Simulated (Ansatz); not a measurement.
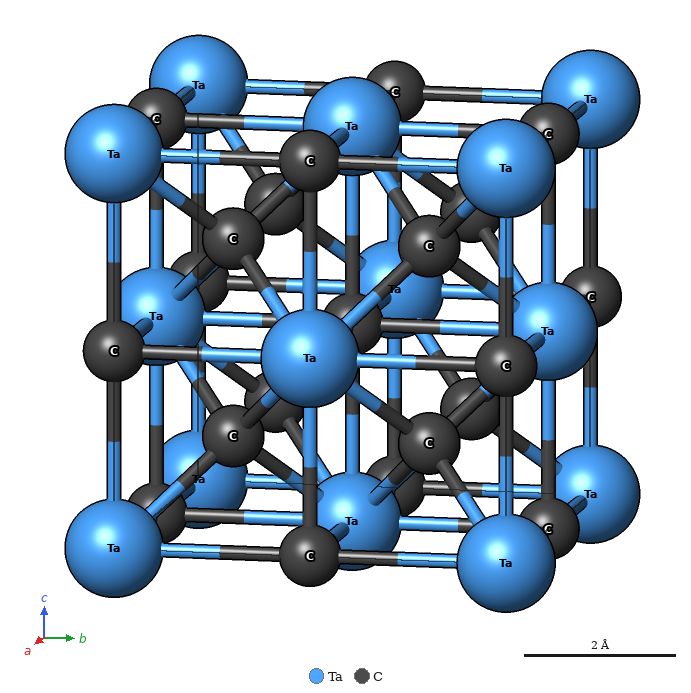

The image is a ball-and-stick drawing of a crystal, viewed slightly off an axis. The wireframe shows the conventional unit cell. Cell: a = 5.32 Å, b = 5.32 Å, c = 5.32 Å, α = 90.00°, β = 90.00°, γ = 90.00°.

The model was built from a structure type filled with these elements by a generator (whether the compound takes this form wasn't checked). Earlier steps of the study may have refined or changed the cell and positions. It went into a calculation with Ansatz.

### What structure is drawn here?

Its composition is TaC₃. Its lattice is face-centred cubic, its space group Fm-3m (No. 225). In terms of structure types, this is D0₃ (BiF₃ or Fe₃Al type). Counting shared atoms by their share gives 4 Ta, 12 C, or 16 atoms. Ta bonds to 14 C at about 2.3 to 2.7 Å. C takes two kinds of site: 8c with four Ta in a tetrahedral arrangement at about 2.3 Å; 4b with six Ta in an octahedral arrangement at about 2.7 Å. The bonds build a three-dimensional framework.

Electronic-structure method: Ansatz 0.2.0, DFT PBE, scalar-relativistic, plane waves, PAW. Parameters: an energy cutoff of 420 eV, k-points about 0.13 Å⁻¹ apart, Gaussian smearing of 0.1 eV, no spin polarisation.

### Classify it as metallic or gapped, with the value.

A metal: bands cross the Fermi level.

### How are the electrons shared out in a Bader analysis?

Ta +2.06 e; C -0.87 to -0.32 e.

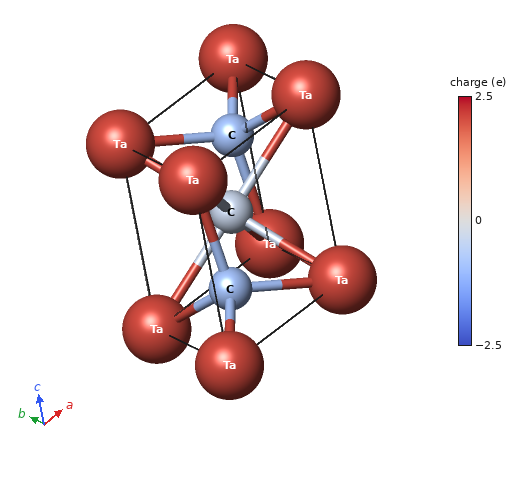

The atoms coloured by those charges. The run's cell of 4 atoms is drawn, so axes and origin can differ from the first picture.

### Is the structure in equilibrium?

Yes. All forces vanish to within 0.01 eV/Å. The pressure is 0.0 GPa, close to zero.
